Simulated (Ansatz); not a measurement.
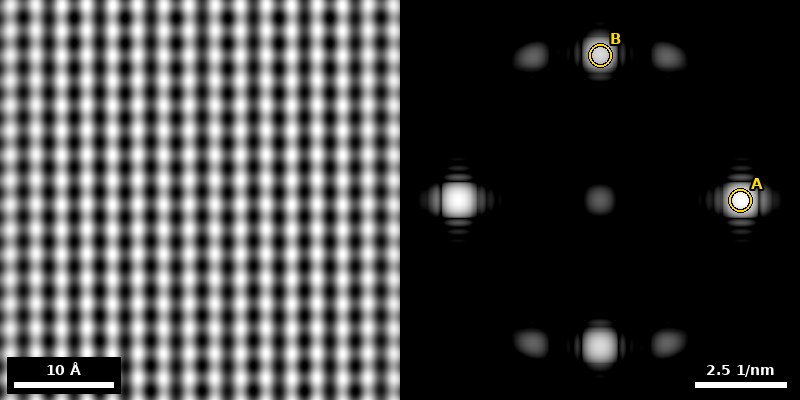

HRTEM-like image of Ta (P6_3/mmc, No. 194) along [100]. Simulated in the weak-phase-object approximation with neutral-atom potentials: 200 kV, Cs = 1.00 mm, defocus −601 Å (negative is underfocus), defocus spread 40 Å, aperture 0.43 1/Å. Model: the end point of a relaxation at fixed volume with DFT HSE06, scalar-relativistic, plane waves, PAW in Ansatz; the starting structure was generated, so it need not be a known form of this composition.

The right panel is the modulus of the image's Fourier transform on a logarithmic scale.

a = 2.879 Å, b = 2.879 Å, c = 5.146 Å, α = 90.00°, β = 90.00°, γ = 120.00°

**Index the marked spots and give their plane spacings (the zone axis points at the viewer; indices equivalent by symmetry, or all signs reversed, are as good).**

A: (002), d = 2.57 Å; B: (0 -1 0), d = 2.49 Å. A and B enclose 90°, and every spot obeys the zone law hu + kv + lw = 0 for [100].
